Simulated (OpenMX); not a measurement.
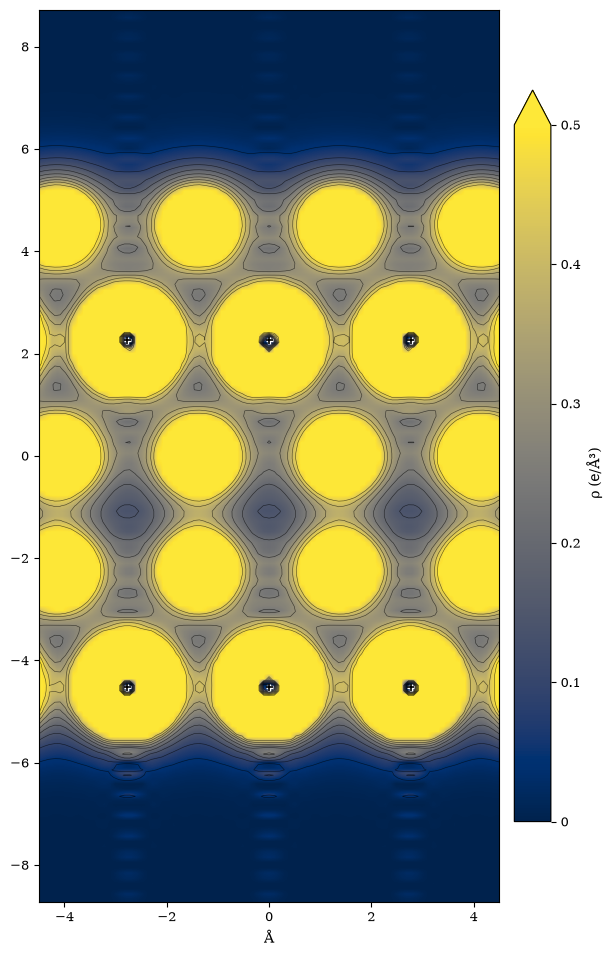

The valence charge density (pseudo) on a plane through atoms (crosses mark nuclei in the plane).

All numbers below come from OpenMX, Kohn-Sham DFT of a periodic cell, PBE, OpenMX 2013 PBE set.

Candidates:
A. Si₂Mo, a = 3.20 Å, b = 3.20 Å, c = 7.86 Å, α = 90.00°, β = 90.00°, γ = 90.00°. Space group I4/mmm; computed pressure about 4 GPa in this cell.
B. WS₂ (slab), a = 3.18 Å, b = 3.18 Å, c = 35.07 Å, α = 90.00°, β = 90.00°, γ = 120.00°. Not relaxed (largest force 0.6 eV/Å).
C. Pt (slab), a = 2.77 Å, b = 2.77 Å, c = 24.04 Å, α = 90.00°, β = 90.00°, γ = 120.00°. Not relaxed (largest force 0.6 eV/Å).

### Which system is this?

Candidate C: Pt on the (100) plane of the calculation cell, a cut from vacuum to vacuum, which holds Pt. Pt–Pt (2.77 Å): the density is about 0.41 e/Å³ at the midpoint.
